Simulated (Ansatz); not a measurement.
**Geometry relaxation of ZrSi3 (part 2 of 2)**

The same run, continued: ZrSi3 (P6/mmm, 4 atoms in the cell); DFT PBE, scalar-relativistic, plane waves, PAW, no spin polarisation (Ansatz 0.2.0); cutoff 420 eV, 12×12×16 k-mesh, Gaussian smearing of 0.1 eV. The structure was made by a generator, so it may or may not be a known phase.

Geometry of the input (Å; fractional positions):
```
4.9909  0.0000  0.0000
-2.4955  4.3223  0.0000
0.0000  0.0000  2.9929
Zr 0.0000  0.0000  0.5000
Si 0.5000  0.0000  0.0000
Si -0.0000  0.5000  0.0000
Si 0.5000  0.5000  0.0000
```

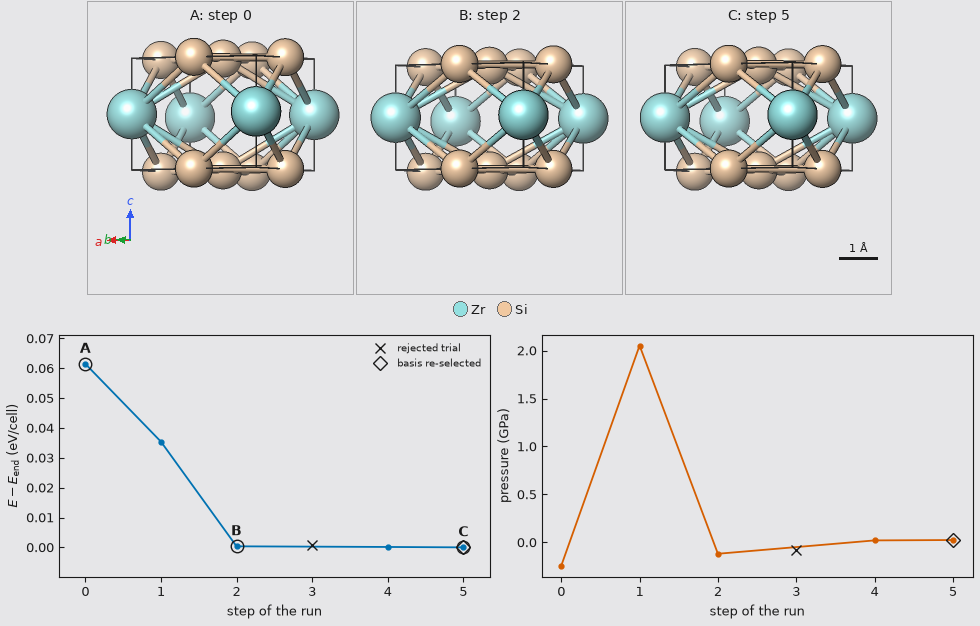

*Frames of the relaxation (ball-and-stick view of the cell of the calculation, seen at an oblique angle) above the curves, on which the letters mark them (the first geometry is step 0 here and step 1 in the log).*

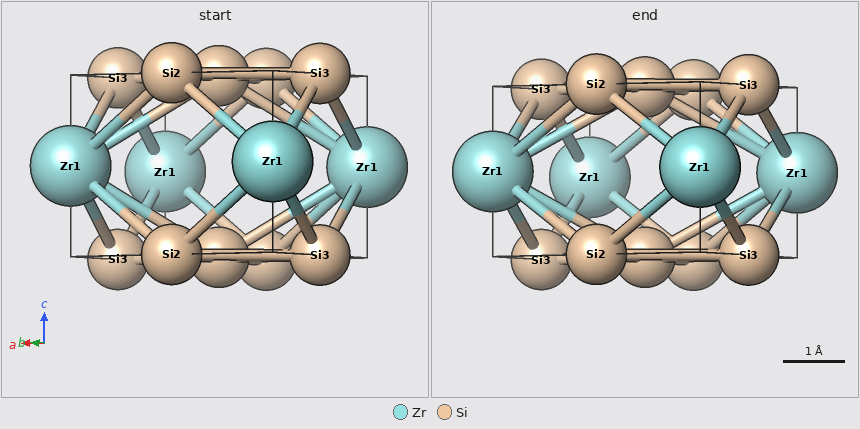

*Before (left) and after (right) the relaxation, at one scale (ball-and-stick view of the cell of the calculation, seen at an oblique angle).*

No atom moves by more than 0.005 Å relative to the cell. Cell: a = b 4.991 → 5.123 Å (+2.7 %), c 2.993 → 2.806 Å (−6.2 %). Volume −1.2 %. Among the contacts that change: Zr1–Zr1 2.993 → 2.806 Å, Si2–Si3 2.495 → 2.562 Å, Zr1–Si2 2.910 → 2.921 Å. The space group stays P6/mmm (No. 191). Over 4 geometry steps the energy falls by 61.3 meV per cell of the calculation. All forces vanish by symmetry, so only the cell relaxes. The pressure goes from −0.24 to 0.02 GPa. The line search rejected the trial step at point 3 (counted from 0) and went back. A last SCF at the same geometry on a re-selected plane-wave basis shifts the energy by −0.1 meV per cell of the calculation. (Atoms are counted from 1 in the order of the input.)

```
basis re-selected at this cell: Δ(F+E_penalty+E_count) = -1.355e-4 eV, ΔP = +0.004 GPa vs the last step (what re-selecting the basis moved, of the pressure what is left beyond the Pulay correction that the steps carried, after the strain that the cell walked since its last selection, with what the two solves' SCF thresholds leave and, on support functions, any second-order correction that the steps lacked; it is no measure of the basis error at this ecutwfc). The dense FFT grid was sized anew with the basis: this SCF ran on 36×36×20 points, the steps before it on 36×36×24, so part of this shift can come from that change (see relax.cell in the input reference). This SCF's stress stands 3.74e-2 GPa from its target on what of the cell is left free (relax.cell.stress_tol is 5.00e-2 GPa) and its largest allowed force component is 7.87e-30 eV/Å (relax.f_tol is 1.00e-2 eV/Å): within both
SCF converged after 6 iterations
Free energy (F): -6091.892486 eV
Harris-Foulkes:  -6091.892486 eV  (|F-HF|=9.09e-13)
Internal energy: -6091.880289 eV  (E = F + TS)
E sigma→0 (E₀):  -6091.886388 eV
Entropy (-TS):   -0.012197 eV (-3.049 meV/atom)
Fermi energy:    12.715087 eV
--- Per-component energies (eV) ---
  E_band       = -39.343378
  E_kinetic    = 460.676034
  E_local      = -828.210520  (includes V_loc(G=0)·N_el)
  E_nonlocal   = 155.722217
  E_hartree    = 298.059407
  E_xc         = -331.002843
  E_vxc        = -336.422351  (∫ρ·V_xc dr)
  E_paw        = -4491.692143  (= ΣΔE_a)
  E_vpaw       = -87.227606  (= ΣTr[D̂ρ^β])
  E_aug_tail   = 0.000040  (compensation charges beyond the density's cutoff)
  E_ewald      = -1355.432481
  E_smearing   = -0.012197  (= −TS)
  E_closure    = 0.000000  (closes the sum)
  Σ components = -6091.892486   (vs F -6091.892486, Δ=0.00e0)
--- Forces (eV/Å), atoms counted from 1 ---
  atom   1  Zr     0.00000000    -0.00000000     0.00000000
  atom   2  Si     0.00000000    -0.00000000    -0.00000000
  atom   3  Si     0.00000000     0.00000000     0.00000000
  atom   4  Si    -0.00000000     0.00000000    -0.00000000
  max |Σ_I F_I| component: 1.06e-29 eV/Å
--- Stress (GPa, compression-positive) ---
        0.037390      -0.000000      -0.000000
       -0.000000       0.037390      -0.000000
       -0.000000      -0.000000      -0.000569
  P = ⅓ Tr σ = 0.0247 GPa (0.247 kbar)
--- Band table (eV; the first three rows and the last of 171) ---
  k-point 0: bands = ["-36.4819", "-14.6580", "-14.6580", "-13.6887", "-0.4332", "5.2426", "5.2426", "5.9860", "8.3867", "8.3867", "9.9204", "14.5538", "15.6238", "15.6238", "15.8613", "15.8613"]
  k-point 1: bands = ["-36.4742", "-14.6496", "-14.6496", "-13.7557", "-0.3600", "5.3126", "5.3126", "6.0442", "8.3791", "8.3791", "10.0900", "14.3346", "15.6428", "15.6428", "15.7282", "15.7282"]
  k-point 2: bands = ["-36.4520", "-14.6255", "-14.6255", "-13.9430", "-0.1428", "5.5225", "5.5225", "6.2168", "8.3507", "8.3507", "10.5229", "13.4259", "15.4172", "15.4172", "15.6028", "15.6702"]
  k-point 170: bands = ["-36.2731", "-15.2746", "-14.4355", "-14.4355", "4.0476", "4.0476", "7.4888", "7.6854", "7.6854", "9.4459", "10.1057", "10.1057", "13.3230", "13.3230", "14.9408", "15.4089"]
--- Relaxed structure (5 steps of the walk, 4 accepted, 1 SCFs on fresh bases) ---
  F+E_penalty+E_count = -6091.89248623 eV   max|allowed force component| = 7.872e-30 eV/Å   (the final SCF, on the basis selected at the relaxed cell)
  cell:  # Å, volume = 63.7830 Å³
    - [5.123240747349171, -2.963277443537241e-11, 0.0]
    - [-2.5616203736489225, 4.436856636922771, 0.0]
    - [0.0, 0.0, 2.805982816685239]
  atoms:
    - { symbol: Zr, position: [-5.407896662509266e-34, -1.9384018850110423e-34, 0.5] }
    - { symbol: Si, position: [0.49999999999999994, 0.0, 0.0] }
    - { symbol: Si, position: [0.0, 0.49999999999999994, 0.0] }
    - { symbol: Si, position: [0.5, 0.5, 0.0] }
```

Trajectory as extended XYZ (Å, eV, eV/Å), 6 frames, from step=1 to step=6
```
4
Lattice="4.9909 0.0000 0.0000 -2.4955 4.3223 0.0000 0.0000 0.0000 2.9929" Properties=species:S:1:pos:R:3:forces:R:3 step=1 energy=-6091.83103 pressure_GPa=-0.24
Zr    0.0000    0.0000    1.4964    0.0000   0.0000   0.0000
Si    2.4955    0.0000    0.0000    0.0000   0.0000   0.0000
Si   -1.2477    2.1611    0.0000    0.0000   0.0000   0.0000
Si    1.2477    2.1611    0.0000    0.0000   0.0000   0.0000
4
Lattice="5.0129 0.0000 0.0000 -2.5065 4.3413 0.0000 0.0000 0.0000 2.8913" Properties=species:S:1:pos:R:3:forces:R:3 step=2 energy=-6091.85708 pressure_GPa=2.05
Zr    0.0000    0.0000    1.4456    0.0000   0.0000   0.0000
Si    2.5065    0.0000    0.0000    0.0000   0.0000   0.0000
Si   -1.2532    2.1707    0.0000    0.0000   0.0000   0.0000
Si    1.2532    2.1707    0.0000    0.0000   0.0000   0.0000
4
Lattice="5.1303 0.0000 0.0000 -2.5651 4.4429 0.0000 0.0000 0.0000 2.8012" Properties=species:S:1:pos:R:3:forces:R:3 step=3 energy=-6091.89214 pressure_GPa=-0.12
Zr    0.0000    0.0000    1.4006    0.0000   0.0000   0.0000
Si    2.5651    0.0000    0.0000    0.0000   0.0000   0.0000
Si   -1.2826    2.2215    0.0000    0.0000   0.0000   0.0000
Si    1.2826    2.2215    0.0000    0.0000   0.0000   0.0000
4
Lattice="5.1152 0.0000 0.0000 -2.5576 4.4299 0.0000 0.0000 0.0000 2.8182" Properties=species:S:1:pos:R:3:forces:R:3 step=4 energy=-6091.89163 pressure_GPa=-0.07 accepted=F
Zr    0.0000    0.0000    1.4091    0.0000   0.0000   0.0000
Si    2.5576    0.0000    0.0000    0.0000   0.0000   0.0000
Si   -1.2788    2.2149    0.0000    0.0000   0.0000   0.0000
Si    1.2788    2.2149    0.0000    0.0000   0.0000   0.0000
4
Lattice="5.1232 0.0000 0.0000 -2.5616 4.4369 0.0000 0.0000 0.0000 2.8060" Properties=species:S:1:pos:R:3:forces:R:3 step=5 energy=-6091.89235 pressure_GPa=0.02
Zr    0.0000    0.0000    1.4030    0.0000   0.0000   0.0000
Si    2.5616    0.0000    0.0000    0.0000   0.0000   0.0000
Si   -1.2808    2.2184    0.0000    0.0000   0.0000   0.0000
Si    1.2808    2.2184    0.0000    0.0000   0.0000   0.0000
4
Lattice="5.1232 0.0000 0.0000 -2.5616 4.4369 0.0000 0.0000 0.0000 2.8060" Properties=species:S:1:pos:R:3:forces:R:3 step=6 energy=-6091.89249 pressure_GPa=0.02
Zr    0.0000    0.0000    1.4030    0.0000   0.0000   0.0000
Si    2.5616    0.0000    0.0000    0.0000   0.0000   0.0000
Si   -1.2808    2.2184    0.0000    0.0000   0.0000   0.0000
Si    1.2808    2.2184    0.0000    0.0000   0.0000   0.0000
```

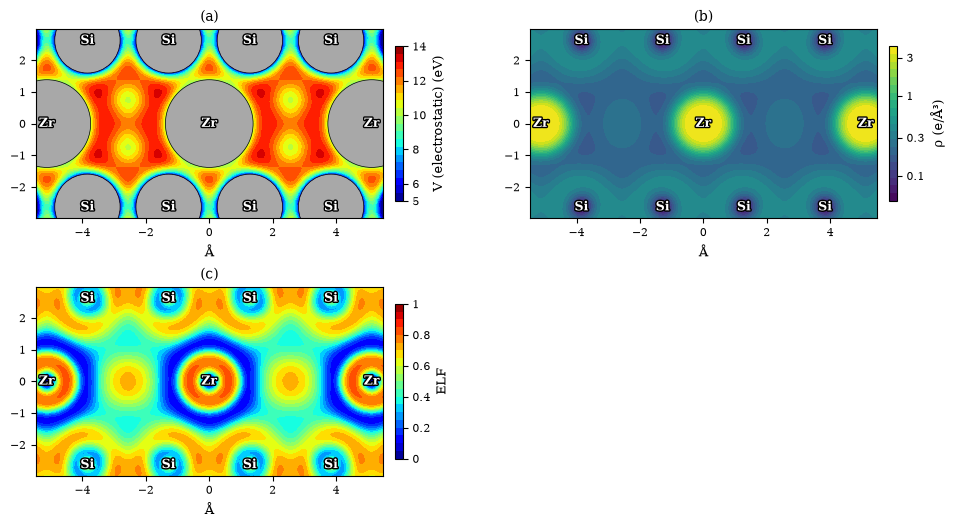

*(a) electrostatic potential (local pseudopotential plus Hartree) felt by an electron; (b) valence charge density (pseudo); (c) ELF on the (011) plane of the conventional cell. Grey discs, where drawn, cover atomic cores.*

The section cuts through Zr and Si sites. Si–Si (2.56 Å): ρ at the midpoint is about 0.37 e/Å³, a local maximum along the line; the ELF peaks at about 0.75 between the atoms, which marks localised, shared-pair bonding. Zr–Si (2.92 Å): the density is about 0.23 e/Å³ at the midpoint; the ELF is about 0.30 at the midpoint (no shared pair; the contact is polar). Away from the nuclei the density in this plane falls to 0.17 e/Å³ at its lowest. The strong features right at Zr lie inside the PAW spheres (semicore, d or f shells) and say nothing about bonding. Outside the cores the potential energy rises away from the atoms and is highest about 1.5 Å from the nearest atoms; outside the discs it spans about 8 eV, and its zero is arbitrary. Core electrons are frozen (PAW), so the fields are smoothed inside the atomic spheres.

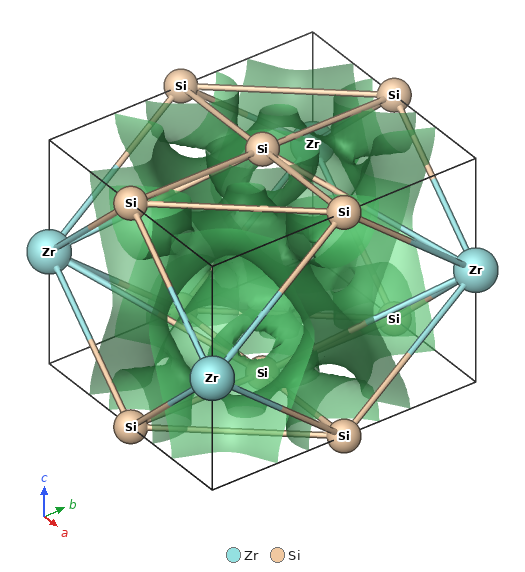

*Isosurface of the electron localisation function at 0.6 (green), seen at an oblique angle. Core shells and regions of very low density are left out. Sticks mark near contacts. The outline is the cell set on symmetry axes.*

Along the contacts the grid gives the following. Zr–Zr (2.81 Å): the ELF is about 0.30 at the midpoint; no localised pair between them.

Results in brief

| quantity | value |
| --- | --- |
| outcome | converged |
| space group (tolerance 0.01 Å) | P6/mmm (191) |
| electrons treated | 24 |
| free energy | −6091.8925 eV |
| Fermi energy | 12.715 eV |
| gap on the k-point mesh | none (metallic) |
| pressure | 0.02 GPa |
| final volume | 63.78 Å³ |
| largest force (length of the vector) at the end | under 0.001 eV/Å |
| final cell | a = 5.123 Å, b = 5.123 Å, c = 2.806 Å, α = 90.00°, β = 90.00°, γ = 120.00° |
| wall time | 79 s |
| peak memory | 0.5 GiB |
